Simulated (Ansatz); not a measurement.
AlNi3

Input file:

```
crystal:
  lattice:
    - [3.5190868455, 0.0, 0.0]
    - [0.0, 3.5190868455, 0.0]
    - [0.0, 0.0, 3.2375598979]
  atoms:
    - { symbol: Al, position: [0.0, 0.0, 0.0] }
    - { symbol: Ni, position: [0.0, 0.5, 0.5], spin: 0.28 }
    - { symbol: Ni, position: [0.5, 0.0, 0.5], spin: 0.28 }
    - { symbol: Ni, position: [0.5, 0.5, 0.0], spin: 0.28 }
basis:
  ecutwfc: 420
kpoints:
  mp_grid: { grid: [14, 14, 14] }
hamiltonian:
  xc: pbesol
scf:
  occupations: { method: gaussian, width: 0.15 }
output:
  forces: true
  stress: true
  eigenvalues: true
  populations: true
  write_density: true
  write_potential: true
  elf: true
  volumetric_format: npy
magnetization:
  spin_polarized: true
```

Run with:

```sh
ansatz run input.yaml --threads 2 --pin off --max-ram 5120MiB --backend cpu --events-out ev --progress --plain --runs-dir out
```

Below, planes, directions and counts refer to the conventional cell (a = 3.52 Å, b = 3.52 Å, c = 3.24 Å, α = 90.00°, β = 90.00°, γ = 90.00°).

Space group P4/mmm; a structure from a database of computed crystals, not necessarily the ambient phase; changed on purpose from its base cell (strain +0.000 along x and y, -0.080 along z, atoms carried along); computed pressure about 21 GPa in this cell; the program warned that a starting moment wasn't kept; spin-polarised, but the moments vanished.

All numbers below come from DFT PBEsol, scalar-relativistic, plane waves, PAW (Ansatz 0.2.0).

What will maps of the valence pseudo-density and electron localisation function show?

Answer. Al–Ni (2.39 Å): ρ is about 0.35 e/Å³ halfway; the ELF is about 0.35 at the midpoint.

Does the calculation give a band gap?

Answer. It is metallic or semimetallic at this level of theory: no gap opens.

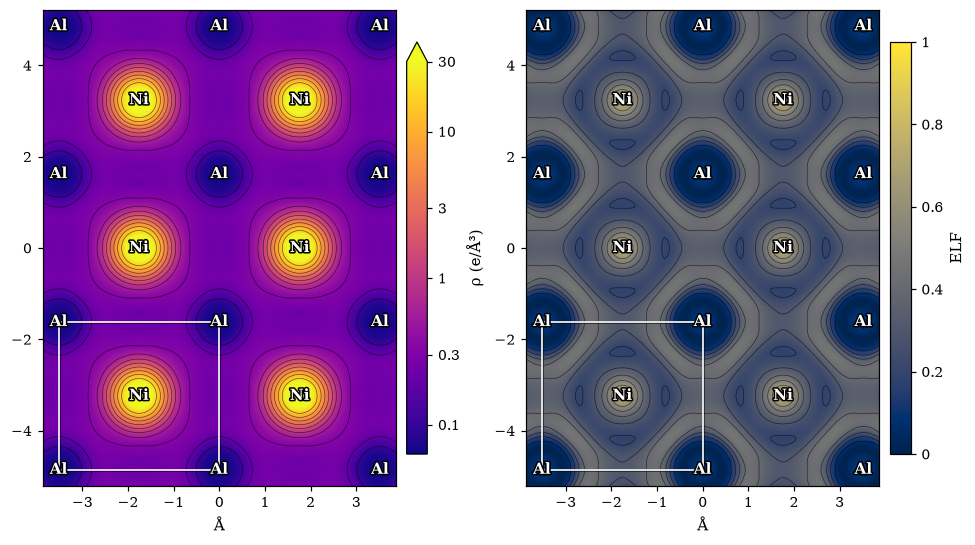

Computed valence pseudo-density and electron localisation function on the (100) plane of the conventional cell, in this order. 

In a PAW calculation such maps are meaningful between the atoms, not at the nuclei.
